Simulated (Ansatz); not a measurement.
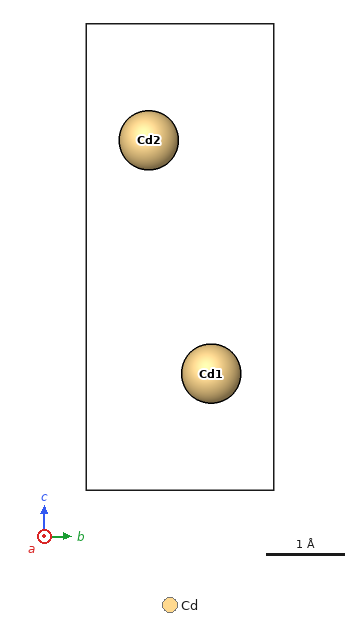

Figure 1. The structure as given in the input (ball-and-stick view of the cell of the calculation, along the a axis; atoms are numbered from 1 in the order of the input). An atom can appear more than once, as a periodic image. Near neighbours in the periodic cell (some may lie outside the picture): Cd has 6 Cd at 2.78 Å.

Run report: Cd, geometry relaxation (part 1 of 2)

The run: geometry relaxation of Cd (2 atoms in the cell). Method and program: DFT r2SCAN, scalar-relativistic, plane waves, PAW, no spin polarisation (Ansatz 0.2.0).

The structure derives from an entry of the Crystallography Open Database. It belongs to a series of runs on one base structure; here: biaxial strain in the a-b plane, c and atoms relaxed: -6.0 %. Figures and captions count atoms from 1; the log counts them from 0 in places.

What the program printed
```
Engine: ansatz 0.2.0, aarch64-unknown-linux-gnu
Pseudopotentials: kind: paw
Pseudopotential: Cd, paw, valence charge 20, recommended cutoff 500 eV (meta_gga), Cd.paw.azcp
Functional definition: r2SCAN
  parameter k0 = 0.174
  parameter k1 = 0.065
  parameter a1 = 4.9479
  exchange = r2scan_x(k0 = k0, k1 = k1, a1 = a1)
  correlation = r2scan_c
Crystal: 2 atoms, lattice volume = 40.314 Å³
Basis set: ecut = 500 eV, 1017 PW (Γ), exchange–correlation on 96×96×180 points (64 copies of the dense FFT grid, shifted against one another)
Bands: 24, of which v1, the nominal top of the filled ones, is band 20 counted from 1 (19 counted from 0)
Symmetry: 24 space group operations
Space group: P63/mmc (ITA 194), of the structure as read, at distance tolerance 3.4e-5 Å
k-points: 366 of 5760
Non-local potential: Cd, projectors of the file, l = 0: 3, l = 1: 2, l = 2: 2, l = 3: 1
PAW form: soft (Blöchl's): semilocal exchange-correlation on the pseudo side does not see the compensation charge
PAW frozen core: Cd, regenerated for the run's functional (the file was generated under x = pbe(κ = 0.804, μ = 0.2195149727645171), c = pbe(β = 0.06672455060314922))
PAW one-centre angular grid: Cd, 590 points (default); XC on 160 Gauss nodes
Initial density: superposition of atomic densities (neutral atoms: chi_scale 0, normalization atom), corrected by the library's trained network
Initial wavefunctions: pseudopotential atomic-orbital guess
Functional: x = r2scan, c = r2scan; τ floored in thin density (d = 2e-4 eV/Å³)
SCF iter   1: F=—  HF=-16536.159068 eV  |F-HF|=—  |Δ(HF+E_count)|=         —  Δρ=6.67e-3  dr2=1.09e-2  dr2_τ=1.36e-2  ethr=1.77e-3  ⟨swp⟩=5.5  Hψ=33499  notcnv=0
preconditioner: auto → Kerker (q_TF=auto, 2.725 Å⁻¹)  [metal: Δε(μ)=0.004 eV  Ē_g=14.723 eV  σ=0.100 eV  W_gap=0.02  n_scr=10 (ndim 8)  ℏωp=28.7 eV  f_vac=0.000  D(μ)=0.52/eV (n_scr^D=2)]
SCF iter   2: F=—  HF=-16536.165744 eV  |F-HF|=—  |Δ(HF+E_count)|=   6.68e-3  Δρ=3.93e-3  dr2=3.88e-3  dr2_τ=5.08e-4  ethr=2.73e-5  ⟨swp⟩=2.0  Hψ=12983  notcnv=0  defer=1
SCF iter   3: F=—  HF=-16536.165104 eV  |F-HF|=—  |Δ(HF+E_count)|=   6.40e-4  Δρ=6.07e-4  dr2=8.88e-5  dr2_τ=1.39e-5  ethr=9.71e-6  ⟨swp⟩=2.0  Hψ=13125  notcnv=0  defer=1
SCF iter   4: F=—  HF=-16536.165185 eV  |F-HF|=—  |Δ(HF+E_count)|=   8.16e-5  Δρ=1.69e-4  dr2=2.03e-5  dr2_τ=3.69e-7  ethr=2.22e-7  ⟨swp⟩=3.0  Hψ=16111  notcnv=0  defer=1
SCF iter   5: F=—  HF=-16536.165190 eV  |F-HF|=—  |Δ(HF+E_count)|=   4.48e-6  Δρ=9.14e-5  dr2=5.31e-6  dr2_τ=4.12e-8  ethr=5.08e-8  ⟨swp⟩=2.1  Hψ=11967  notcnv=0  defer=1
SCF iter   6: F=—  HF=-16536.165193 eV  |F-HF|=—  |Δ(HF+E_count)|=   3.19e-6  Δρ=5.36e-5  dr2=1.71e-6  dr2_τ=2.53e-8  ethr=1.33e-8  ⟨swp⟩=2.9  Hψ=13047  notcnv=0  defer=1
SCF iter   7: F=—  HF=-16536.165194 eV  |F-HF|=—  |Δ(HF+E_count)|=   4.65e-7  Δρ=1.59e-5  dr2=1.62e-7  dr2_τ=2.26e-9  ethr=4.28e-9  ⟨swp⟩=2.0  Hψ=13033  notcnv=0  defer=1
SCF iter   8: F=-16536.165194 eV  HF=-16536.165194 eV  |F-HF|=1.03e-9  |Δ(HF+E_count)|=   6.05e-8  Δρ=2.11e-6  dr2=1.48e-9  dr2_τ=5.47e-11  ethr=2.50e-10  ⟨swp⟩=8.4  Hψ=50157  notcnv=0
SCF 1 converged in 8 iterations: F = -16536.165194 eV  dr2 = 1.48e-9
  greatest PAW one-centre occupation: 1.001 electrons in one spin orbital (limit 2), on the Cd atom at site 1 (counted from 0), in its partial waves of l = 0
relax step   1: F+E_penalty+E_count = -16536.16519363 eV  Δ(F+E_penalty+E_count) = +0.000e0 eV  max|allowed force component| = 6.939e-17 eV/Å  Δτ_max = 0.0000 Å  P = +10.708 GPa  Ω = 40.314 Å³  fix = [a, b, gamma]  reactions: a +14.620, b +14.620 GPa  (8 SCF iters, dr2 threshold 1.00e-7 eV, accepted)
Crystal: 2 atoms, lattice volume = 42.280 Å³
Basis set: ecut = 500 eV, 1079 PW (Γ), exchange–correlation on 96×96×180 points (64 copies of the dense FFT grid, shifted against one another)
Initial density: handed on by an earlier stage of this run
Initial wavefunctions: those handed on with the density
iter 1 solved again at ethr=2.06e-5 eV; its pass at ethr=3.10e-3 eV (dr2=8.25e-3 eV) is discarded
SCF iter   1: F=—  HF=-16535.987039 eV  |F-HF|=—  |Δ(HF+E_count)|=         —  Δρ=4.36e-3  dr2=8.74e-3  dr2_τ=2.01e-1  ethr=2.06e-5  ⟨swp⟩=1.0  Hψ=44632  notcnv=0
preconditioner: auto → Kerker (q_TF=auto, 2.703 Å⁻¹)  [metal: Δε(μ)=0.033 eV  Ē_g=14.460 eV  σ=0.100 eV  W_gap=0.18  n_scr=10 (ndim 8)  ℏωp=28.0 eV  f_vac=0.000  D(μ)=0.34/eV (n_scr^D=2)]
SCF iter   2: F=—  HF=-16536.180429 eV  |F-HF|=—  |Δ(HF+E_count)|=   1.93e-1  Δρ=1.67e-3  dr2=5.95e-4  dr2_τ=6.43e-5  ethr=2.06e-5  ⟨swp⟩=2.0  Hψ=17615  notcnv=0
SCF iter   3: F=—  HF=-16536.180696 eV  |F-HF|=—  |Δ(HF+E_count)|=   2.67e-4  Δρ=9.20e-4  dr2=2.21e-4  dr2_τ=1.60e-5  ethr=1.49e-6  ⟨swp⟩=2.4  Hψ=15903  notcnv=0
SCF iter   4: F=—  HF=-16536.180936 eV  |F-HF|=—  |Δ(HF+E_count)|=   2.40e-4  Δρ=3.75e-4  dr2=6.81e-5  dr2_τ=8.27e-7  ethr=5.52e-7  ⟨swp⟩=2.0  Hψ=16122  notcnv=0
SCF iter   5: F=—  HF=-16536.180931 eV  |F-HF|=—  |Δ(HF+E_count)|=   5.16e-6  Δρ=2.09e-4  dr2=2.05e-5  dr2_τ=2.49e-7  ethr=1.70e-7  ⟨swp⟩=2.7  Hψ=12818  notcnv=0
SCF iter   6: F=—  HF=-16536.180927 eV  |F-HF|=—  |Δ(HF+E_count)|=   4.21e-6  Δρ=1.39e-4  dr2=7.58e-6  dr2_τ=1.07e-7  ethr=5.12e-8  ⟨swp⟩=1.2  Hψ=8855  notcnv=0
SCF iter   7: F=—  HF=-16536.180925 eV  |F-HF|=—  |Δ(HF+E_count)|=   1.58e-6  Δρ=2.75e-5  dr2=3.20e-7  dr2_τ=3.84e-9  ethr=1.90e-8  ⟨swp⟩=2.0  Hψ=13074  notcnv=0
SCF iter   8: F=-16536.180925 eV  HF=-16536.180925 eV  |F-HF|=5.29e-9  |Δ(HF+E_count)|=   6.16e-8  Δρ=5.57e-6  dr2=1.28e-8  dr2_τ=1.43e-10  ethr=5.00e-10  ⟨swp⟩=7.8  Hψ=48732  notcnv=0
SCF 2 converged in 8 iterations: F = -16536.180925 eV  dr2 = 1.28e-8
relax step   2: F+E_penalty+E_count = -16536.18092529 eV  Δ(F+E_penalty+E_count) = -1.573e-2 eV  max|allowed force component| = 1.087e-16 eV/Å  Δτ_max = 0.0000 Å  P = +8.573 GPa  Ω = 42.280 Å³  energy of the carried Pulay correction = -1.264e-3 eV  fix = [a, b, gamma]  reactions: a +12.916, b +12.916 GPa  (8 SCF iters, dr2 threshold 2.00e-7 eV, accepted)
Crystal: 2 atoms, lattice volume = 42.205 Å³
iter 1 solved again at ethr=1.14e-8 eV; its pass at ethr=3.10e-3 eV (dr2=4.56e-6 eV) is discarded
SCF iter   1: F=—  HF=-16536.180642 eV  |F-HF|=—  |Δ(HF+E_count)|=         —  Δρ=1.44e-4  dr2=1.03e-5  dr2_τ=2.67e-4  ethr=1.14e-8  ⟨swp⟩=3.3  Hψ=45514  notcnv=0
eigensolver tolerance schedule calibrated: the retry pair's looser diagonalisation under-reported the residual by θ = 0.56 (0.10/decade); ethr = c·dr2/N_el runs at the constant in force after the calibration composes with the one it found (an armed cap, an earlier calibration), c = 9.5e-2
preconditioner: auto → Kerker (q_TF=auto, 2.704 Å⁻¹)  [metal: Δε(μ)=0.019 eV  Ē_g=14.430 eV  σ=0.100 eV  W_gap=0.11  n_scr=10 (ndim 8)  ℏωp=28.0 eV  f_vac=0.000  D(μ)=0.37/eV (n_scr^D=2)]
SCF iter   2: F=—  HF=-16536.181000 eV  |F-HF|=—  |Δ(HF+E_count)|=   3.58e-4  Δρ=5.58e-5  dr2=6.45e-7  dr2_τ=6.32e-8  ethr=1.14e-8  ⟨swp⟩=2.7  Hψ=16525  notcnv=0
SCF iter   3: F=—  HF=-16536.181000 eV  |F-HF|=—  |Δ(HF+E_count)|=   4.39e-7  Δρ=3.22e-5  dr2=2.41e-7  dr2_τ=2.15e-8  ethr=1.53e-9  ⟨swp⟩=2.7  Hψ=14408  notcnv=0
SCF iter   4: F=—  HF=-16536.181001 eV  |F-HF|=—  |Δ(HF+E_count)|=   3.32e-7  Δρ=1.02e-5  dr2=5.25e-8  dr2_τ=5.75e-10  ethr=5.73e-10  ⟨swp⟩=2.0  Hψ=16122  notcnv=0
SCF iter   5: F=-16536.181001 eV  HF=-16536.181001 eV  |F-HF|=9.48e-9  |Δ(HF+E_count)|=   1.28e-9  Δρ=5.61e-6  dr2=1.61e-8  dr2_τ=1.65e-10  ethr=7.61e-11  ⟨swp⟩=6.5  Hψ=44789  notcnv=0
SCF 3 converged in 5 iterations: F = -16536.181001 eV  dr2 = 1.61e-8
relax step   3: F+E_penalty+E_count = -16536.18100065 eV  Δ(F+E_penalty+E_count) = -7.536e-5 eV  max|allowed force component| = 1.850e-17 eV/Å  Δτ_max = 0.0000 Å  P = +8.638 GPa  Ω = 42.205 Å³  energy of the carried Pulay correction = -1.217e-3 eV  fix = [a, b, gamma]  reactions: a +12.963, b +12.963 GPa  (5 SCF iters, dr2 threshold 3.20e-8 eV, accepted)
Basis set: ecut = 500 eV, 1079 PW (Γ), exchange–correlation on 96×96×192 points (64 copies of the dense FFT grid, shifted against one another)
Initial wavefunctions: pseudopotential atomic-orbital guess (no wavefunctions were taken with the density)
iter 1 solved again at ethr=4.90e-9 eV; its pass at ethr=3.10e-3 eV (dr2=1.96e-6 eV) is discarded
SCF iter   1: F=—  HF=-16536.182535 eV  |F-HF|=—  |Δ(HF+E_count)|=         —  Δρ=1.58e-4  dr2=1.36e-6  dr2_τ=1.95e-5  ethr=4.90e-9  ⟨swp⟩=3.1  Hψ=57727  notcnv=0
SCF iter   2: F=—  HF=-16536.182539 eV  |F-HF|=—  |Δ(HF+E_count)|=   4.53e-6  Δρ=8.28e-5  dr2=3.66e-7  dr2_τ=3.81e-7  ethr=3.39e-9  ⟨swp⟩=2.7  Hψ=15307  notcnv=0
SCF iter   3: F=—  HF=-16536.182540 eV  |F-HF|=—  |Δ(HF+E_count)|=   9.94e-7  Δρ=8.15e-6  dr2=4.83e-9  dr2_τ=6.05e-9  ethr=9.16e-10  ⟨swp⟩=2.5  Hψ=14868  notcnv=0
SCF iter   4: F=—  HF=-16536.182540 eV  |F-HF|=—  |Δ(HF+E_count)|=   1.78e-8  Δρ=1.37e-6  dr2=4.69e-10  dr2_τ=9.73e-11  ethr=1.21e-11  ⟨swp⟩=2.0  Hψ=14742  notcnv=0
SCF iter   5: F=—  HF=-16536.182540 eV  |F-HF|=—  |Δ(HF+E_count)|=  6.48e-10  Δρ=3.13e-7  dr2=7.36e-11  dr2_τ=1.81e-12  ethr=1.17e-12  ⟨swp⟩=2.0  Hψ=13136  notcnv=0
SCF iter   6: F=—  HF=-16536.182540 eV  |F-HF|=—  |Δ(HF+E_count)|=  2.55e-11  Δρ=7.60e-8  dr2=3.55e-12  dr2_τ=6.68e-13  ethr=1.00e-12  ⟨swp⟩=1.4  Hψ=8988  notcnv=0
SCF iter   7: F=-16536.182540 eV  HF=-16536.182540 eV  |F-HF|=3.64e-12  |Δ(HF+E_count)|=  1.09e-11  Δρ=2.11e-8  dr2=7.78e-14  dr2_τ=2.85e-14  ethr=1.00e-12  ⟨swp⟩=4.6  Hψ=31222  notcnv=0
SCF 4 converged in 7 iterations: F = -16536.182540 eV  dr2 = 7.78e-14
relax step   4: F+E_penalty+E_count = -16536.18254018 eV  Δ(F+E_penalty+E_count) = -1.540e-3 eV  max|allowed force component| = 6.014e-17 eV/Å  Δτ_max = 0.0000 Å  P = +8.666 GPa  Ω = 42.205 Å³  fix = [a, b, gamma]  reactions: a +12.976, b +12.976 GPa  stress off target by 4.58e-2 GPa on what of the cell is left free  SCF on the basis re-selected at this cell (its energy is not comparable with the rows above)  (7 SCF iters)
basis re-selected at this cell: Δ(F+E_penalty+E_count) = -1.540e-3 eV, ΔP = +0.028 GPa vs the last step (what re-selecting the basis moved, of the pressure what is left beyond the Pulay correction that the steps carried, after the strain that the cell walked since its last selection, with what the two solves' SCF thresholds leave and, on support functions, any second-order correction that the steps lacked; it is no measure of the basis error at this ecutwfc). The dense FFT grid was sized anew with the basis: this SCF ran on 24×24×48 points, the steps before it on 24×24×45, so part of this shift can come from that change (see relax.cell in the input reference). This SCF's stress stands 4.58e-2 GPa from its target on what of the cell is left free (relax.cell.stress_tol is 1.50e-2 GPa) and its largest allowed force component is 6.01e-17 eV/Å (relax.f_tol is 8.00e-3 eV/Å): not within both, so this SCF does not close the relaxation
Crystal: 2 atoms, lattice volume = 42.236 Å³
iter 1 solved again at ethr=1.76e-9 eV; its pass at ethr=3.10e-3 eV (dr2=7.05e-7 eV) is discarded
SCF iter   1: F=—  HF=-16536.182464 eV  |F-HF|=—  |Δ(HF+E_count)|=         —  Δρ=6.26e-5  dr2=1.93e-6  dr2_τ=4.62e-5  ethr=1.76e-9  ⟨swp⟩=3.1  Hψ=45047  notcnv=0
eigensolver tolerance schedule calibrated: the retry pair's looser diagonalisation under-reported the residual by θ = 0.63 (0.10/decade); ethr = c·dr2/N_el runs at the constant in force after the calibration composes with the one it found (an armed cap, an earlier calibration), c = 9.7e-2
preconditioner: auto → Kerker (q_TF=auto, 2.704 Å⁻¹)  [metal: Δε(μ)=0.019 eV  Ē_g=14.427 eV  σ=0.100 eV  W_gap=0.11  n_scr=10 (ndim 8)  ℏωp=28.0 eV  f_vac=0.000  D(μ)=0.37/eV (n_scr^D=2)]
SCF iter   2: F=—  HF=-16536.182525 eV  |F-HF|=—  |Δ(HF+E_count)|=   6.12e-5  Δρ=2.30e-5  dr2=1.11e-7  dr2_τ=1.25e-8  ethr=1.76e-9  ⟨swp⟩=2.9  Hψ=16664  notcnv=0
SCF iter   3: F=—  HF=-16536.182525 eV  |F-HF|=—  |Δ(HF+E_count)|=   7.97e-8  Δρ=1.31e-5  dr2=4.24e-8  dr2_τ=3.53e-9  ethr=2.68e-10  ⟨swp⟩=2.7  Hψ=14638  notcnv=0
SCF iter   4: F=—  HF=-16536.182525 eV  |F-HF|=—  |Δ(HF+E_count)|=   5.59e-8  Δρ=4.32e-6  dr2=9.92e-9  dr2_τ=9.84e-11  ethr=1.03e-10  ⟨swp⟩=2.0  Hψ=16122  notcnv=0
SCF iter   5: F=-16536.182525 eV  HF=-16536.182525 eV  |F-HF|=1.74e-9  |Δ(HF+E_count)|=  1.06e-10  Δρ=2.42e-6  dr2=2.99e-9  dr2_τ=3.21e-11  ethr=1.27e-11  ⟨swp⟩=6.1  Hψ=40078  notcnv=0
SCF 5 converged in 5 iterations: F = -16536.182525 eV  dr2 = 2.99e-9
relax step   5: F+E_penalty+E_count = -16536.18252517 eV  Δ(F+E_penalty+E_count) = +1.502e-5 eV  max|allowed force component| = 4.163e-17 eV/Å  Δτ_max = 0.0000 Å  P = +8.639 GPa  Ω = 42.236 Å³  energy of the carried Pulay correction = -1.971e-5 eV  fix = [a, b, gamma]  reactions: a +12.957, b +12.957 GPa  (5 SCF iters, dr2 threshold 5.24e-9 eV, accepted)
iter 1 solved again at ethr=1.20e-9 eV; its pass at ethr=3.10e-3 eV (dr2=4.82e-7 eV) is discarded
SCF iter   1: F=—  HF=-16536.182545 eV  |F-HF|=—  |Δ(HF+E_count)|=         —  Δρ=3.44e-6  dr2=3.50e-9  dr2_τ=3.89e-9  ethr=1.20e-9  ⟨swp⟩=3.7  Hψ=60979  notcnv=0
SCF iter   2: F=—  HF=-16536.182545 eV  |F-HF|=—  |Δ(HF+E_count)|=  1.71e-10  Δρ=1.78e-6  dr2=1.17e-9  dr2_τ=1.46e-10  ethr=8.75e-12  ⟨swp⟩=2.3  Hψ=13039  notcnv=0
SCF iter   3: F=—  HF=-16536.182545 eV  |F-HF|=—  |Δ(HF+E_count)|=  8.73e-11  Δρ=5.36e-7  dr2=2.47e-10  dr2_τ=4.17e-12  ethr=2.91e-12  ⟨swp⟩=1.7  Hψ=9563  notcnv=0
SCF iter   4: F=—  HF=-16536.182545 eV  |F-HF|=—  |Δ(HF+E_count)|=  3.64e-12  Δρ=2.19e-7  dr2=2.20e-11  dr2_τ=9.55e-13  ethr=1.00e-12  ⟨swp⟩=2.2  Hψ=11435  notcnv=0
SCF iter   5: F=-16536.182545 eV  HF=-16536.182545 eV  |F-HF|=0.00e0  |Δ(HF+E_count)|=  3.64e-12  Δρ=3.53e-8  dr2=2.51e-13  dr2_τ=4.69e-14  ethr=1.00e-12  ⟨swp⟩=4.0  Hψ=37185  notcnv=0
SCF 6 converged in 5 iterations: F = -16536.182545 eV  dr2 = 2.51e-13
relax step   6: F+E_penalty+E_count = -16536.18254522 eV  Δ(F+E_penalty+E_count) = -2.006e-5 eV  max|allowed force component| = 3.007e-17 eV/Å  Δτ_max = 0.0000 Å  P = +8.639 GPa  Ω = 42.236 Å³  fix = [a, b, gamma]  reactions: a +12.957, b +12.957 GPa  stress off target by 3.60e-3 GPa on what of the cell is left free  SCF on the basis re-selected at this cell (its energy is not comparable with the rows above)  (5 SCF iters)
```

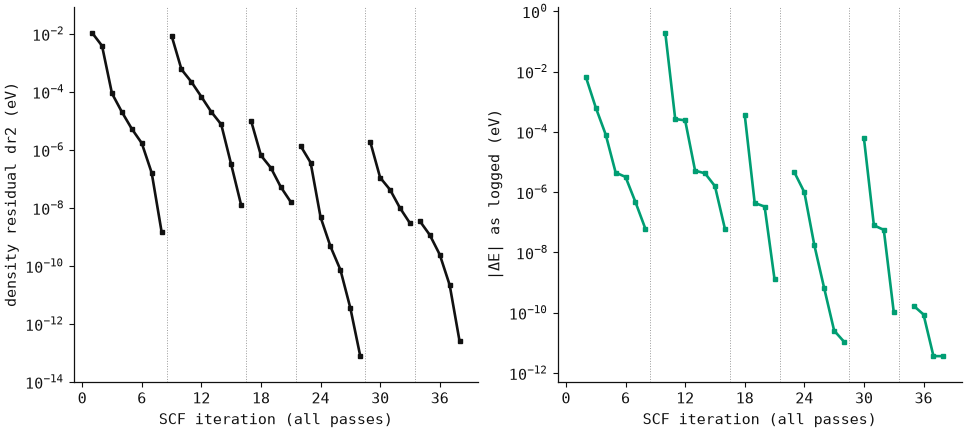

Figure 2. Convergence of the self-consistent field: density residual dr2 and size of the energy change against the SCF iteration. The dotted lines part the SCF passes of the relaxation: geometry steps, rejected trials and re-solves on a re-selected basis. The 6 passes take 5 to 8 iterations each, 38 in all.
